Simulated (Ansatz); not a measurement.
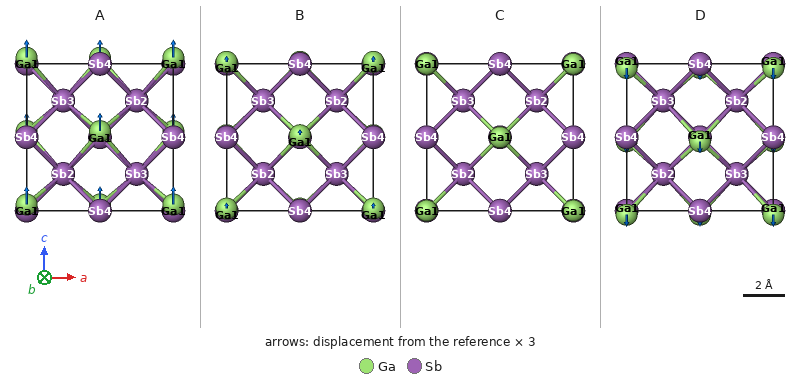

A scan of solid GaSb3 (Fm-3m) along one coordinate. Style: ball-and-stick. Shown: the conventional cell (4 times the calculation's cell), along the b axis. Blue arrows: displacements from the reference. Lengths and directions refer to the drawn axes.

All numbers below come from DFT PBEsol+D3(BJ), scalar-relativistic, plane waves, PAW (Ansatz 0.2.0). Set-up: plane-wave cutoff 420 eV; k-point mesh 12 × 12 × 12; occupations gaussian; smearing width 0.15 eV; no spin polarisation. Energies (free energies at the smearing named) are counted from the relaxed crystal.

Which coordinate changes from frame to frame?

Ga1 (one in each cell of 4 atoms) is moved towards the nearest copy of atom 4 (Sb) at 3.586 Å, all else fixed. In the frames the displacement is −0.30 Å (A), −0.10 Å (B), 0.00 Å (C), 0.20 Å (D). Their energies are 95.4 meV/cell, 10.4 meV/cell, 0.0 meV/cell, 42.0 meV/cell.
